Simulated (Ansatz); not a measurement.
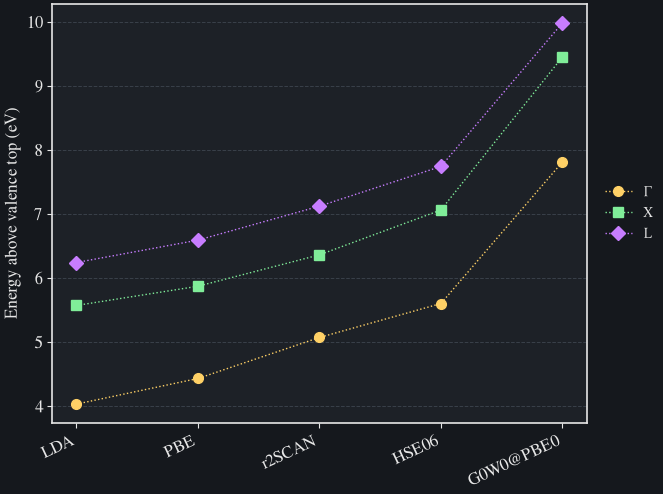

Lowest conduction level at each named k point, counted from the valence-band top at Γ, by several methods on one cell of rocksalt KBr, space group Fm-3m, 2 atoms in the primitive cell, relaxed with r2SCAN; cubic a = 6.604 Å. All runs are without spin-orbit coupling and carry no moments.

```csv
method,program,Γ (eV),X (eV),L (eV)
LDA,Ansatz,4.03,5.57,6.24
PBE,Ansatz,4.43,5.87,6.59
r2SCAN,Ansatz,5.07,6.36,7.12
HSE06,Ansatz,5.60,7.06,7.74
G0W0@PBE0,Ansatz,7.81,9.45,9.98
```

### Estimate the G0W0@PBE values. It was run as: PBE, Ansatz PAW set, 4×4×4 k mesh, 420 eV cutoff, fixed occupations (Ansatz), G0W0 with empty bands 270, screening cutoff 140 eV and frequency treatment contour deformation.

It starts from PBE, whose row gives 4.43 eV at Γ. G0W0@PBE gives 6.97 eV at Γ, 8.67 eV at X and 9.14 eV at L, which is +2.54 eV from PBE at Γ.

### Does G0W0@PBE shift these levels rigidly from PBE?

The shifts are +2.54 eV at Γ, +2.80 eV at X and +2.55 eV at L, and at points that aren't plotted +2.91 eV (W): over the named points that both runs hold, a spread of 0.37 eV on a mean of 2.70 eV, so one shift describes them only roughly.

### How do the methods rank at Γ?

From low to high: LDA 4.03, PBE 4.43, r2SCAN 5.07, HSE06 5.60, G0W0@PBE 6.97, G0W0@PBE0 7.81 eV.

Settings. LDA: Ansatz PAW set, 6×6×6 k mesh, 420 eV cutoff, fixed occupations (Ansatz 0.2.0). PBE: Ansatz PAW set, 6×6×6 k mesh, 420 eV cutoff, Fermi-Dirac smearing of 0.02 eV (Ansatz 0.2.0). r2SCAN: Ansatz PAW set, 6×6×6 k mesh, 500 eV cutoff, fixed occupations (Ansatz 0.2.0). HSE06: Ansatz PAW set, 4×4×4 k mesh, 420 eV cutoff, fixed occupations (Ansatz 0.2.0). G0W0@PBE0: PBE0, Ansatz PAW set, 4×4×4 k mesh, 420 eV cutoff, fixed occupations (Ansatz), G0W0 with empty bands 394, screening cutoff 180 eV and frequency treatment contour deformation.

These are six of the 12 methods that were run on this cell. Spin-orbit coupling is left out, which matters for Br. LDA, r2SCAN, HSE06 and G0W0@PBE0: the PAW data sets were made with another functional. LDA, GGA and most meta-GGA functionals understate gaps. G0W0@PBE and G0W0@PBE0: the k mesh is thin for GW. HSE06: the k mesh is thin for exact exchange. The GW runs differ in bands or cutoffs. The GW values are at finite bands, cutoffs and mesh, short of the basis limit.
